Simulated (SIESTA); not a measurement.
## Energy of Al$_{2}$Pt along an even scaling of the cell

System: Al$_{2}$Pt (Fm-3m, 3 atoms in the cell).
Method: Kohn-Sham DFT of a periodic cell, PBEsol, PseudoDojo 0.4 standard, converted to PSML, no spin polarisation (SIESTA 5.4.2).

The 7 runs differ only in the geometry, by an even scaling of the cell at fixed fractional positions. The structure derives from an entry of the Crystallography Open Database.

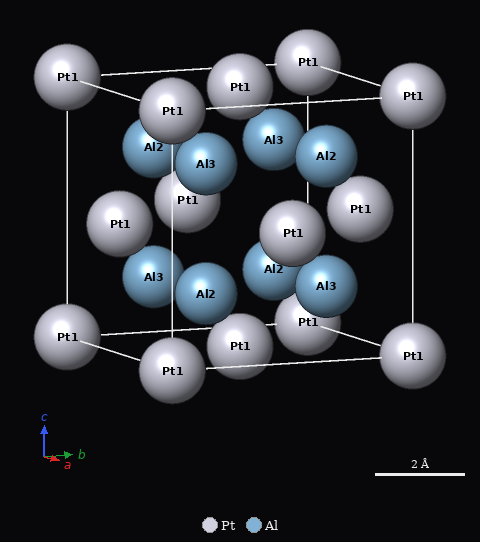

Figure 1. The structure of run 4 (spheres-only view of the cell 4 times as large as that of the calculation, set on its symmetry axes, seen slightly off an axis; atoms are numbered from 1 in the order of the input). An atom can appear more than once, as a periodic image.

## Input of run 4
```
SystemName                      Al2Pt
SystemLabel                     Al2Pt
NumberOfSpecies                 2
NumberOfAtoms                   3
%block ChemicalSpeciesLabel
  1  78 Pt
  2  13 Al
%endblock ChemicalSpeciesLabel

LatticeConstant                 1.0 Ang
%block LatticeVectors
     0.0000000000     2.9550000000     2.9550000000
     2.9550000000     0.0000000000     2.9550000000
     2.9550000000     2.9550000000     0.0000000000
%endblock LatticeVectors
AtomicCoordinatesFormat         Fractional
%block AtomicCoordinatesAndAtomicSpecies
     0.0000000000     0.0000000000     0.0000000000  1  Pt
     0.7500000000     0.7500000000     0.7500000000  2  Al
     0.2500000000     0.2500000000     0.2500000000  2  Al
%endblock AtomicCoordinatesAndAtomicSpecies

%block kgrid.MonkhorstPack
    8   0   0  0.0
    0   8   0  0.0
    0   0   8  0.0
%endblock kgrid.MonkhorstPack
XC.Functional                   GGA
XC.Authors                      PBEsol
PAO.BasisSize                   DZP
PAO.EnergyShift                 0.003 Ry
Mesh.Cutoff                     800 Ry
OccupationFunction              FD
ElectronicTemperature           0.05 eV
MaxSCFIterations                120
SCF.MustConverge                false
SCF.Mixer.Method                Pulay
SCF.Mixer.Weight                0.25
SCF.Mixer.History               8
SCF.DM.Tolerance                5.0e-05
SCF.H.Tolerance                 1.0e-03 eV
WriteForces                     true
Charge.Mulliken                 end
%block PAO.Basis
  Pt 5
  n=5 0 2
    2.732 0.000
  n=6 0 2
    7.268 0.000
  n=5 1 2
    3.260 0.000
  n=6 1 1
    7.268
  n=5 2 2
    5.669 0.000
%endblock PAO.Basis
```

Command:
```bash
siesta < Al2Pt.fdf > Al2Pt.out 2>&1
```

Run 2 differs from it as follows:
```diff
-     0.0000000000     2.9550000000     2.9550000000
-     2.9550000000     0.0000000000     2.9550000000
-     2.9550000000     2.9550000000     0.0000000000
+     0.0000000000     2.9150626719     2.9150626719
+     2.9150626719     0.0000000000     2.9150626719
+     2.9150626719     2.9150626719     0.0000000000
```

## Results, with one run withheld

```tsv
run	volume per atom (Å³)	free energy per atom, from the lowest run given (meV)	pressure (GPa)
1	16.170	30.90	10.03
2	16.514	?	?
3	16.858	3.29	3.03
4	17.202	0.00	0.13
5	17.546	2.65	−2.53
6	17.890	10.70	−4.92
7	18.234	23.52	−7.00
```

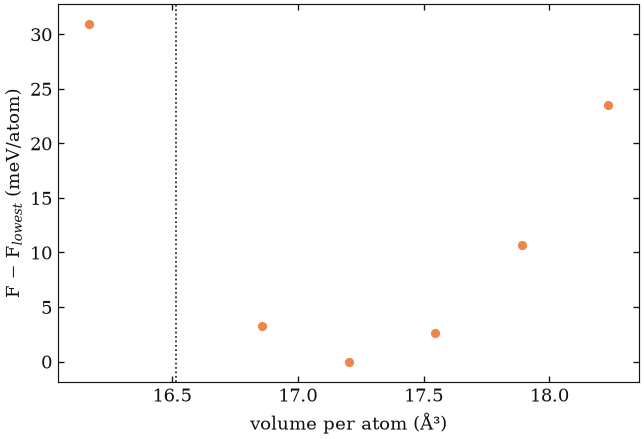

Figure 2. Free energy per atom of the runs given; the dotted line marks run 2.

Fit the runs given and predict run 2.

A cubic polynomial in V^(−2/3) (the Birch–Murnaghan form), fitted to the 6 runs given, misses them by at most 0.02 meV per atom. With x = V^(−2/3) − 0.14953 Å⁻², it reads F = 0.14083 − 696.42 x + 7.4492e+05 x² + 1.6571e+06 x³ (meV per atom). At run 2 it gives 13.34 meV per atom, and the run itself gives 13.35. The slope of the fit gives a pressure −dF/dV of 6.36 GPa there, and the run prints 6.39 GPa. The fit has its minimum at 17.214 Å³ per atom, where V d²F/dV² gives 139 GPa: the bulk modulus at this level, since symmetry fixes the shape and the positions.

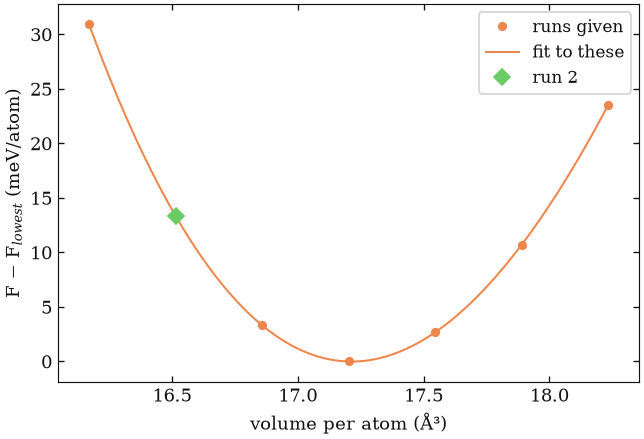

Figure 3. The fit and the withheld run.

## Some lines of the output (run 2)
```
[...]
outcell: Cell volume (Ang**3)        :     49.5420
stepf: Fermi-Dirac step function
siesta: Etot    =     -3673.783303
siesta: FreeEng =     -3673.800183
        iscf     Eharris(eV)        E_KS(eV)     FreeEng(eV)     dDmax    Ef(eV) dHmax(eV)
siesta: E_KS(eV) =            -3680.8241
siesta: E_KS - E_eggbox =     -3680.8241
siesta: Etot    =     -3680.824127
siesta: FreeEng =     -3680.835836
siesta:         Fermi =      -5.354032
siesta: Cell volume =         49.542017 Ang**3
    Orbital volume contribution        =           4.567830 eV
```

Notes: Points of doubt noted for this run: mulliken charges of long orbitals. Spin–orbit coupling is left out, which matters for Pt. With a small basis of atomic orbitals these values can differ much from converged plane-wave results.
